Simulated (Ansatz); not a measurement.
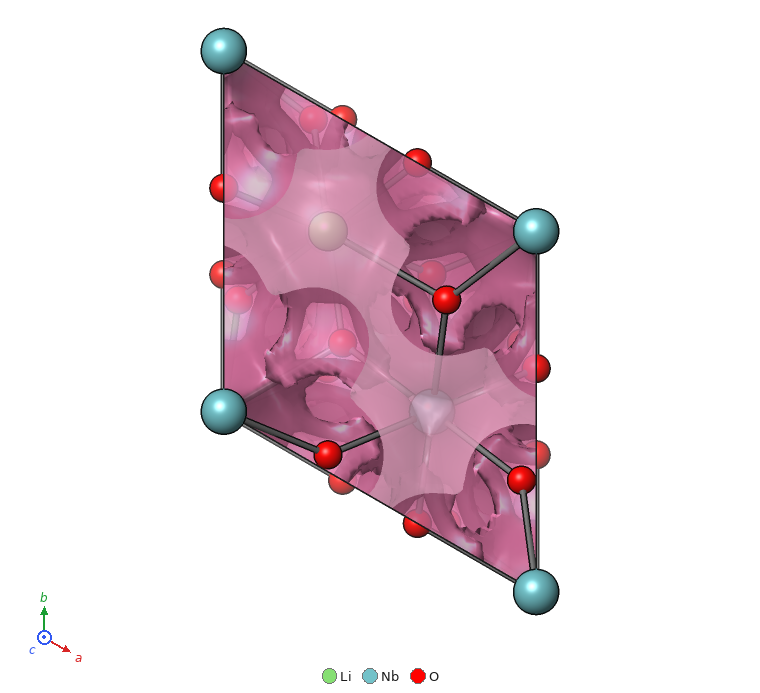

The pink surface encloses the points that the centre of a probe sphere of radius 0.15 Å can occupy in LiNbO$_{3}$ in space group R-3c, computed on a grid of about 0.15 Å (1×1×1 cells shown, view along the c axis; pale faces close the region where the box cuts it).

Atoms are hard spheres with Shannon crystal radii (six-coordinate where tabulated): Li 0.90 Å, Nb 0.78 Å, O 1.26 Å.

Source of the atomic positions: coordinates from a relaxation with Ansatz, DFT PBE, scalar-relativistic, plane waves, PAW.

```yaml
crystal:
  lattice:
    - [5.22234, 0.00000, 0.00000]
    - [-2.61117, 4.52268, 0.00000]
    - [0.00000, 0.00000, 13.79335]
  atoms:
    - { symbol: Li, position: [0.33333, 0.66667, 0.41667] }
    - { symbol: Li, position: [0.00000, 0.00000, 0.25000] }
    - { symbol: Nb, position: [0.00000, 0.00000, 0.50000] }
    - { symbol: Nb, position: [0.66667, 0.33333, 0.33333] }
    - { symbol: O, position: [0.38030, 0.00000, 0.25000] }
    - { symbol: O, position: [0.00000, 0.38030, 0.25000] }
    - { symbol: O, position: [0.61970, 0.61970, 0.25000] }
    - { symbol: O, position: [0.33333, 0.28637, 0.41667] }
    - { symbol: O, position: [0.95303, 0.66667, 0.41667] }
    - { symbol: O, position: [0.71363, 0.04697, 0.41667] }
    - { symbol: Li, position: [0.00000, 0.00000, 0.75000] }
    - { symbol: Li, position: [0.66667, 0.33333, 0.58333] }
    - { symbol: Nb, position: [0.66667, 0.33333, 0.83333] }
    - { symbol: Nb, position: [0.33333, 0.66667, 0.66667] }
    - { symbol: O, position: [0.04697, 0.33333, 0.58333] }
    - { symbol: O, position: [0.66667, 0.71363, 0.58333] }
    - { symbol: O, position: [0.28637, 0.95303, 0.58333] }
    - { symbol: O, position: [0.00000, 0.61970, 0.75000] }
    - { symbol: O, position: [0.61970, 0.00000, 0.75000] }
    - { symbol: O, position: [0.38030, 0.38030, 0.75000] }
    - { symbol: Li, position: [0.66667, 0.33333, 0.08333] }
    - { symbol: Li, position: [0.33333, 0.66667, 0.91667] }
    - { symbol: Nb, position: [0.33333, 0.66667, 0.16667] }
    - { symbol: Nb, position: [0.00000, 0.00000, 0.00000] }
    - { symbol: O, position: [0.71363, 0.66667, 0.91667] }
    - { symbol: O, position: [0.33333, 0.04697, 0.91667] }
    - { symbol: O, position: [0.95303, 0.28637, 0.91667] }
    - { symbol: O, position: [0.66667, 0.95303, 0.08333] }
    - { symbol: O, position: [0.28637, 0.33333, 0.08333] }
    - { symbol: O, position: [0.04697, 0.71363, 0.08333] }
```

Describe the connectivity of the accessible space.

Answer. Where they connect, they form a three-dimensional network.

What share of the cell can the probe's centre reach?

Answer. About 24 % of the volume (79 Å³ of 325.8 Å³).

Give the largest included and the largest free sphere.

Answer. The largest sphere that fits anywhere has a diameter of 1.17 Å; the largest that can travel through the crystal, about 0.8 Å.

How does the connectivity change as the probe shrinks?

Answer. Below a radius of about 0.42 Å the space forms a two-dimensional network in layers parallel to (001). Below a radius of about 0.41 Å the space forms a three-dimensional network. These are grid estimates, good to about 0.05 Å.
